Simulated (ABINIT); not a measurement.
Phonon calculation of CoSi (part 4 of 4)

The same run, continued: CoSi (2 atoms in the cell); Kohn-Sham DFT of a periodic cell, PBE, JTH PAW PBE v2.0, spin-polarised (ABINIT 10.8.3); cutoff 598.65 eV, 12×12×12 k-mesh, cold smearing of 0.136 eV, collinear spins. The structure derives from a Materials Project entry.

Geometry of the input (Å; fractional positions):
```
2.7813  0.0000  0.0000
0.0000  2.7813  0.0000
0.0000  0.0000  2.7813
Co 0.0000  0.0000  0.0000
Si 0.5000  0.5000  0.5000
```

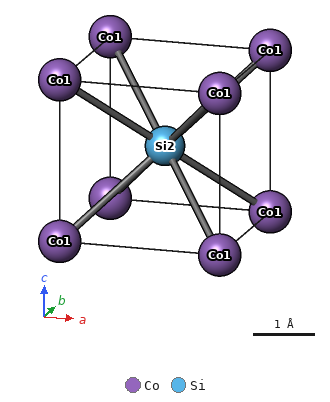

Figure 1. The structure as given in the input (ball-and-stick view of the cell of the calculation, seen slightly off an axis; atoms are numbered from 1 in the order of the input).

Log, continued
```
 dfpt_looppert : total number of electrons, from k and k+q
  fully or partially occupied states are    2.100000E+01 and    2.100000E+01.
 Initialisation of the first-order wave-functions :
  ireadwf=   0

--- !BeginCycle
iteration_state: {dtset: 2, }
solver: {iscf: 7, nstep: 80, nline: 4, wfoptalg: 10, }
tolerances: {tolvrs: 1.00E-09, }
...

     iter   2DEtotal(Ha)        deltaE(Ha) residm    vres2    difmagsph maxmagsph
-ETOT  1   1498.9185246510      2.701E+03 2.572E+01 9.429E+06 5.312E-05 5.312E-05
 ETOT  2   86.802835145140     -1.412E+03 1.616E+01 5.270E+05 2.250E-04 1.719E-04
 ETOT  3   1.3258024343431     -8.548E+01 2.641E+00 3.378E+03 3.350E-04 5.069E-04
 ETOT  4  0.84048811497451     -4.853E-01 5.928E-02 1.738E+02 2.470E-03 1.963E-03
 ETOT  5  0.82372414574365     -1.676E-02 3.337E-03 7.175E+00 9.977E-03 8.014E-03
 ETOT  6  0.83460262559765      1.088E-02 5.754E-05 3.397E+01 4.069E-02 3.268E-02
 ETOT  7  0.82177645514457     -1.283E-02 1.869E-05 2.042E-01 3.658E-02 3.901E-03
 ETOT  8  0.82168525631823     -9.120E-05 2.812E-05 9.255E-02 4.334E-03 4.323E-04
 ETOT  9  0.82164665332857     -3.860E-05 4.963E-06 1.354E-02 2.001E-03 1.569E-03
 ETOT 10  0.82163747603499     -9.177E-06 7.140E-06 1.247E-03 1.207E-03 3.616E-04
 ETOT 11  0.82163528705769     -2.189E-06 2.056E-06 8.918E-04 6.054E-05 4.221E-04
 ETOT 12  0.82163365019278     -1.637E-06 2.169E-06 2.111E-05 3.031E-04 1.190E-04
 ETOT 13  0.82163286835203     -7.818E-07 8.950E-07 2.890E-05 1.291E-05 1.061E-04
 ETOT 14  0.82163235534699     -5.130E-07 9.163E-07 5.882E-06 6.702E-05 3.906E-05
 ETOT 15  0.82163203064010     -3.247E-07 4.346E-07 2.580E-06 8.532E-06 3.053E-05
 ETOT 16  0.82163181721899     -2.134E-07 4.557E-07 3.982E-07 1.998E-05 1.055E-05
 ETOT 17  0.82163167705039     -1.402E-07 2.109E-07 3.749E-07 1.735E-05 6.802E-06
 ETOT 18  0.82163158284857     -9.420E-08 2.264E-07 2.156E-07 5.260E-06 1.206E-05
 ETOT 19  0.82163151941677     -6.343E-08 1.070E-07 1.213E-07 7.112E-06 1.917E-05
 ETOT 20  0.82163147624215     -4.318E-08 1.126E-07 4.898E-08 1.982E-06 2.116E-05
 ETOT 21  0.82163144673086     -2.951E-08 5.590E-08 4.216E-08 2.771E-06 2.393E-05
 ETOT 22  0.82163142639820     -2.033E-08 5.597E-08 3.076E-08 7.092E-07 2.322E-05
 ETOT 23  0.82163141232195     -1.408E-08 2.921E-08 7.353E-09 9.952E-07 2.421E-05
 ETOT 24  0.82163140256762     -9.755E-09 2.784E-08 1.669E-08 5.723E-07 2.364E-05
 ETOT 25  0.82163139582553     -6.742E-09 1.527E-08 1.565E-09 1.065E-07 2.373E-05
 ETOT 26  0.82163139106797     -4.758E-09 1.385E-08 1.116E-08 4.017E-07 2.333E-05
 ETOT 27  0.82163138770284     -3.364E-09 7.977E-09 9.191E-10 3.092E-07 2.363E-05

 At SCF step   27       vres2   =  9.19E-10 < tolvrs=  1.00E-09 =>converged.
 Integrated electronic and magnetization densities in atomic spheres:
 ------------------------------------------------------------------------------------------------------------
 Radius=ratsph(iatom), smearing ratsm=  0.0000. Diff(up-dn)=approximate z local magnetic moment.
    Atom    Radius    up_density   dn_density  Total(up+dn)  Diff(up-dn)
    1 Co   2.10903    -0.000010     0.000013      0.000003    -0.000024
    2 Si   1.90945    -0.000001     0.000002      0.000000    -0.000003
 ------------------------------------------------------------------------------------------------------------
  Sum:                -0.000012     0.000015      0.000003    -0.000027
 Total magnetization (from the atomic spheres):               -0.000027
 Total magnetization (exact up - dn):                         -0.000021

================================================================================

 ----iterations are completed or convergence reached----

 Mean square residual over all n,k,spin=   17.539E-11; max=  79.774E-10

 2DEtotal=    0.8216313877E+00 Ha. Also 2DEtotal=    0.223577290426E+02 eV
    (2DErelax=    1.2034030391E+03 Ha. 2DEnonrelax=   -1.2025814077E+03 Ha)
    (  non-var. 2DEtotal :    8.2137282233E-01 Ha)

--------------------------------------------------------------------------------
 Perturbation wavevector (in red.coord.)   0.000000  0.000000  0.000000
 Perturbation : displacement of atom   2   along direction   1
 Found     8 symmetries that leave the perturbation invariant.
 symkpt : the number of k-points, thanks to the symmetries,
 is reduced to   126 .

--------------------------------------------------------------------------------

--------------------------------------------------------------------------------

 dfpt_looppert : total number of electrons, from k and k+q
  fully or partially occupied states are    2.100000E+01 and    2.100000E+01.
 Initialisation of the first-order wave-functions :
  ireadwf=   0

--- !BeginCycle
iteration_state: {dtset: 2, }
solver: {iscf: 7, nstep: 80, nline: 4, wfoptalg: 10, }
tolerances: {tolvrs: 1.00E-09, }
...

     iter   2DEtotal(Ha)        deltaE(Ha) residm    vres2    difmagsph maxmagsph
-ETOT  1   5.4293991297152     -1.358E+01 2.402E+00 2.697E+04 8.956E-06 8.956E-06
 ETOT  2   1.6699868884697     -3.759E+00 1.061E-01 1.473E+03 2.917E-05 2.021E-05
 ETOT  3   1.4408279058989     -2.292E-01 5.845E-02 4.210E+00 2.250E-05 2.288E-06
 ETOT  4   1.4326923221971     -8.136E-03 1.557E-02 4.664E-01 1.289E-04 1.266E-04
 ETOT  5   1.4300844154371     -2.608E-03 8.246E-03 2.666E-01 4.952E-04 3.686E-04
 ETOT  6   1.4288621402179     -1.222E-03 2.823E-03 3.214E-02 1.203E-03 8.348E-04
 ETOT  7   1.4283743899256     -4.878E-04 1.892E-03 6.266E-02 1.233E-03 3.986E-04
 ETOT  8   1.4281070426541     -2.673E-04 5.572E-04 1.196E-02 5.713E-04 1.726E-04
 ETOT  9   1.4280041733320     -1.029E-04 2.426E-04 1.359E-02 4.282E-04 2.556E-04
 ETOT 10   1.4279389338581     -6.524E-05 1.715E-04 1.441E-03 3.697E-04 1.141E-04
 ETOT 11   1.4279062749564     -3.266E-05 5.253E-05 2.493E-03 1.297E-04 1.566E-05
 ETOT 12   1.4278874092993     -1.887E-05 5.615E-05 2.105E-04 1.162E-04 1.005E-04
 ETOT 13   1.4278766705294     -1.074E-05 2.080E-05 3.366E-05 9.201E-05 8.487E-06
 ETOT 14   1.4278704971468     -6.173E-06 2.326E-05 1.101E-04 4.321E-05 5.170E-05
 ETOT 15   1.4278669093011     -3.588E-06 8.273E-06 2.850E-05 1.466E-05 3.703E-05
 ETOT 16   1.4278649117747     -1.998E-06 8.979E-06 5.791E-05 1.569E-06 3.546E-05
 ETOT 17   1.4278637120766     -1.200E-06 3.346E-06 2.257E-05 4.284E-07 3.589E-05
 ETOT 18   1.4278630826234     -6.295E-07 4.543E-06 2.483E-04 5.529E-06 3.036E-05
 ETOT 19   1.4278625741843     -5.084E-07 1.021E-06 6.171E-05 1.069E-05 4.105E-05
 ETOT 20   1.4278623621948     -2.120E-07 1.588E-06 8.543E-05 5.995E-07 4.045E-05
 ETOT 21   1.4278622265250     -1.357E-07 3.925E-07 6.809E-05 5.732E-07 4.103E-05
 ETOT 22   1.4278621685798     -5.795E-08 4.828E-07 9.169E-05 1.834E-06 3.919E-05
 ETOT 23   1.4278621104071     -5.817E-08 1.877E-07 4.675E-05 4.130E-06 3.506E-05
 ETOT 24   1.4278620862393     -2.417E-08 1.958E-07 4.119E-05 7.646E-07 3.583E-05
 ETOT 25   1.4278620648364     -2.140E-08 7.789E-08 7.642E-06 8.877E-06 2.695E-05
 ETOT 26   1.4278620552179     -9.619E-09 8.225E-08 6.902E-06 2.272E-06 2.468E-05
 ETOT 27   1.4278620491479     -6.070E-09 2.777E-08 4.337E-06 7.129E-07 2.397E-05
 ETOT 28   1.4278620459747     -3.173E-09 2.930E-08 4.514E-06 7.770E-07 2.319E-05
 ETOT 29   1.4278620430310     -2.944E-09 9.905E-09 3.441E-07 5.730E-06 1.746E-05
 ETOT 30   1.4278620414224     -1.609E-09 1.489E-08 1.163E-07 6.882E-07 1.815E-05
 ETOT 31   1.4278620404140     -1.008E-09 3.892E-09 1.245E-08 1.286E-06 1.943E-05
 ETOT 32   1.4278620398078     -6.061E-10 5.640E-09 5.362E-10 3.416E-07 1.978E-05

 At SCF step   32       vres2   =  5.36E-10 < tolvrs=  1.00E-09 =>converged.
 Integrated electronic and magnetization densities in atomic spheres:
 ------------------------------------------------------------------------------------------------------------
 Radius=ratsph(iatom), smearing ratsm=  0.0000. Diff(up-dn)=approximate z local magnetic moment.
    Atom    Radius    up_density   dn_density  Total(up+dn)  Diff(up-dn)
    1 Co   2.10903     0.000009    -0.000010     -0.000001     0.000020
    2 Si   1.90945     0.000001    -0.000001     -0.000000     0.000001
 ------------------------------------------------------------------------------------------------------------
  Sum:                 0.000010    -0.000011     -0.000001     0.000021
 Total magnetization (from the atomic spheres):                0.000021
 Total magnetization (exact up - dn):                          0.000020

================================================================================

 ----iterations are completed or convergence reached----

 Mean square residual over all n,k,spin=   22.979E-12; max=  56.404E-10

 2DEtotal=    0.1427862040E+01 Ha. Also 2DEtotal=    0.388541054712E+02 eV
    (2DErelax=   -1.7577536575E+01 Ha. 2DEnonrelax=    1.9005398614E+01 Ha)
    (  non-var. 2DEtotal :    1.4278631956E+00 Ha)

================================================================================

 ---- first-order wavefunction calculations are completed ----

 ==> Compute Derivative Database <==

  Dynamical matrix, in cartesian coordinates,
   if specified in the inputs, asr has been imposed
     j1       j2             matrix element
  dir pert dir pert     real part    imaginary part

   1    1   1    1         0.0511216377         0.0000000000
   1    1   1    2        -0.0511216377         0.0000000000

   2    1   2    1         0.0511216377         0.0000000000
   2    1   2    2        -0.0511216377         0.0000000000

   3    1   3    1         0.0511216377         0.0000000000
   3    1   3    2        -0.0511216377         0.0000000000

   1    2   1    1        -0.0511225016         0.0000000000
   1    2   1    2         0.0511225016         0.0000000000

   2    2   2    1        -0.0511225016         0.0000000000
   2    2   2    2         0.0511225016         0.0000000000

   3    2   3    1        -0.0511225016         0.0000000000
   3    2   3    2         0.0511225016         0.0000000000

  Phonon wavevector (reduced coordinates) :  0.00000  0.00000  0.00000
 Phonon energies in Hartree :
   0.000000E+00  0.000000E+00  0.000000E+00  1.214255E-03  1.214255E-03
   1.214255E-03
 Phonon frequencies in cm-1    :
   0.000000E+00  0.000000E+00  0.000000E+00  2.664982E+02  2.664982E+02
   2.664982E+02

== END DATASET(S) ==============================================================
================================================================================

 -outvars: echo values of variables after computation  --------
            acell      1.0000000000E+00  1.0000000000E+00  1.0000000000E+00 Bohr
           etotal1    -1.5042324078E+02
           etotal2     1.4278620398E+00
            fcart1    -0.0000000000E+00 -0.0000000000E+00 -0.0000000000E+00
                      -0.0000000000E+00 -0.0000000000E+00 -0.0000000000E+00
            fcart2     0.0000000000E+00  0.0000000000E+00  0.0000000000E+00
                       0.0000000000E+00  0.0000000000E+00  0.0000000000E+00
            rprim      5.2559595211E+00  0.0000000000E+00  0.0000000000E+00
                       0.0000000000E+00  5.2559595211E+00  0.0000000000E+00
                       0.0000000000E+00  0.0000000000E+00  5.2559595211E+00
           strten1    -1.0212952452E-05 -1.0212952451E-05 -1.0212952451E-05
                       0.0000000000E+00  0.0000000000E+00  0.0000000000E+00
           strten2     0.0000000000E+00  0.0000000000E+00  0.0000000000E+00
                       0.0000000000E+00  0.0000000000E+00  0.0000000000E+00
           xangst      0.0000000000E+00  0.0000000000E+00  0.0000000000E+00
                       1.3906669991E+00  1.3906669991E+00  1.3906669991E+00
             xred      0.0000000000E+00  0.0000000000E+00  0.0000000000E+00
                       5.0000000000E-01  5.0000000000E-01  5.0000000000E-01
 Calculation completed.
```

File anaddb.abo
```
.Version 10.8.3 of ANADDB
================================================================================

 -outvars_anaddb: echo values of input variables ----------------------

 Miscellaneous information :
       eivec         1
         asr         2
      chneut         0
 First list of wavevector (reduced coord.) :
       nph1l         1
       qph1l
                     0.00000000E+00  0.00000000E+00  0.00000000E+00    1.000E+00

================================================================================

 read the DDB information and perform some checks

  ==== Info on the Cryst% object ====
 Real(R)+Recip(G) space primitive vectors, cartesian coordinates (Bohr,Bohr^-1):
 R(1)=  5.2559595  0.0000000  0.0000000  G(1)=  0.1902602  0.0000000  0.0000000
 R(2)=  0.0000000  5.2559595  0.0000000  G(2)=  0.0000000  0.1902602  0.0000000
 R(3)=  0.0000000  0.0000000  5.2559595  G(3)=  0.0000000  0.0000000  0.1902602
 Unit cell volume ucvol=  1.4519646E+02 bohr^3
 Angles (23,13,12)=  9.00000000E+01  9.00000000E+01  9.00000000E+01 degrees
 Time-reversal symmetry is present
 Reduced atomic positions [iatom, xred, symbol]:
    1)    0.0000000  0.0000000  0.0000000  Co
    2)    0.5000000  0.5000000  0.5000000  Si

 DDB file with 3 blocks has been read.

================================================================================

 Treat the first list of vectors

  Phonon wavevector (reduced coordinates) :  0.00000  0.00000  0.00000
 Phonon energies in Hartree :
   0.000000E+00  0.000000E+00  0.000000E+00  1.214255E-03  1.214255E-03
   1.214255E-03
 Phonon frequencies in cm-1    :
   0.000000E+00  0.000000E+00  0.000000E+00  2.664982E+02  2.664982E+02
   2.664982E+02

 Eigendisplacements
 (will be given, for each mode : in cartesian coordinates
   for each atom the real part of the displacement vector,
   then the imaginary part of the displacement vector - absolute values smaller than 1.0d-7 are set to zero)
  Mode number    1   Energy    0.000000E+00
 Attention : low frequency mode.
   (Could be unstable or acoustic mode)
   1  0.00000000E+00  0.00000000E+00  2.51081571E-03
      0.00000000E+00  0.00000000E+00  0.00000000E+00
   2  0.00000000E+00  0.00000000E+00  2.51079450E-03
      0.00000000E+00  0.00000000E+00  0.00000000E+00
  Mode number    2   Energy    0.000000E+00
 Attention : low frequency mode.
   (Could be unstable or acoustic mode)
   1  0.00000000E+00  2.51081571E-03  0.00000000E+00
      0.00000000E+00  0.00000000E+00  0.00000000E+00
   2  0.00000000E+00  2.51079450E-03  0.00000000E+00
      0.00000000E+00  0.00000000E+00  0.00000000E+00
  Mode number    3   Energy    0.000000E+00
 Attention : low frequency mode.
   (Could be unstable or acoustic mode)
   1  2.51081571E-03  0.00000000E+00  0.00000000E+00
      0.00000000E+00  0.00000000E+00  0.00000000E+00
   2  2.51079450E-03  0.00000000E+00  0.00000000E+00
      0.00000000E+00  0.00000000E+00  0.00000000E+00
  Mode number    4   Energy    1.214255E-03
   1  0.00000000E+00  0.00000000E+00  1.73329401E-03
      0.00000000E+00  0.00000000E+00  0.00000000E+00
   2  0.00000000E+00  0.00000000E+00 -3.63708767E-03
      0.00000000E+00  0.00000000E+00  0.00000000E+00
  Mode number    5   Energy    1.214255E-03
   1  0.00000000E+00  1.73329401E-03  0.00000000E+00
      0.00000000E+00  0.00000000E+00  0.00000000E+00
   2  0.00000000E+00 -3.63708767E-03  0.00000000E+00
      0.00000000E+00  0.00000000E+00  0.00000000E+00
  Mode number    6   Energy    1.214255E-03
   1  1.73329401E-03  0.00000000E+00  0.00000000E+00
      0.00000000E+00  0.00000000E+00  0.00000000E+00
   2 -3.63708767E-03  0.00000000E+00  0.00000000E+00
      0.00000000E+00  0.00000000E+00  0.00000000E+00

 Analysis of degeneracies and characters (maximum tolerance=1.00E-06 a.u.)
 For each vibration mode, or group of modes if degenerate,
 the characters are given for each symmetry operation (see the list in the log file).
 Symmetry characters of vibration mode #   1
       degenerate with vibration modes #   2 to    3
  3.0 -3.0 -1.0  1.0 -1.0  1.0 -1.0  1.0  1.0 -1.0 -1.0  1.0  1.0 -1.0 -1.0  1.0
 -0.0  0.0 -0.0  0.0  0.0 -0.0  0.0 -0.0  1.0 -1.0 -1.0  1.0 -1.0  1.0  1.0 -1.0
 -0.0  0.0  0.0 -0.0  0.0 -0.0 -0.0  0.0  1.0 -1.0  1.0 -1.0 -1.0  1.0 -1.0  1.0
 Symmetry characters of vibration mode #   4
       degenerate with vibration modes #   5 to    6
  3.0 -3.0 -1.0  1.0 -1.0  1.0 -1.0  1.0  1.0 -1.0 -1.0  1.0  1.0 -1.0 -1.0  1.0
  0.0 -0.0  0.0 -0.0 -0.0  0.0 -0.0  0.0  1.0 -1.0 -1.0  1.0 -1.0  1.0  1.0 -1.0
  0.0 -0.0 -0.0  0.0 -0.0  0.0  0.0 -0.0  1.0 -1.0  1.0 -1.0 -1.0  1.0 -1.0  1.0

================================================================================

 anaddb : the run completed successfully.
```

Results in brief

| quantity | value |
| --- | --- |
| outcome | converged |
| space group (tolerance 0.01 Å) | Pm-3m (221) |
| electrons treated | 21 |
| free energy | −4093.2249 eV |
| Fermi energy of the self-consistent step | 14.381 eV |
| net moment of the cell | 0.61 μB |
| pressure | 0.30 GPa |
| largest force (length of the vector) | under 0.001 eV/Å |
| hardware | 4 threads of Intel Xeon @ 2.50GHz (Skylake/Cascade Lake), 64 GiB of memory available, shared host |
| wall time | 5.3 min (CPU time 21 min) |
| peak memory | 1.6 GiB |

Notes

Points of doubt noted for this run: cutoff too low for stress.
